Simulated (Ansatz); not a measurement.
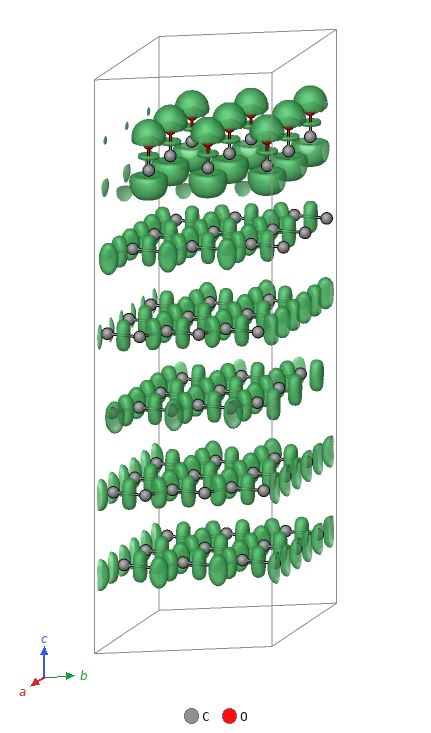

C$_{11}$O (slab). Isosurface of the ELF at 0.8 (green), seen slightly off an axis. Only the valence region is drawn (cores and ρ < 0.01 e/Å³ removed). Sticks mark near contacts.

These are results of Ansatz 0.2.0, DFT PBE+D3(BJ), scalar-relativistic, plane waves, PAW, not measurements.

In a PAW calculation such maps are meaningful between the atoms, not at the nuclei.

**Where are the electrons localised?**

At this value the surface marks out 15 regions between bonded C–C atoms, one region between bonded C–O atoms, one lobe on C, pointing away from the bonds (lone pairs) and one lobe on O, pointing away from the bonds (lone pairs, which may merge into one lobe), counted in one cell of 12 atoms. Counts are for one cell; the picture repeats the cell along the surface. Profiles from the grid: C–O (1.13 Å): the ELF peaks at about 0.85 between the atoms. C–C (1.42 Å): the ELF peaks at about 0.95 between the atoms.
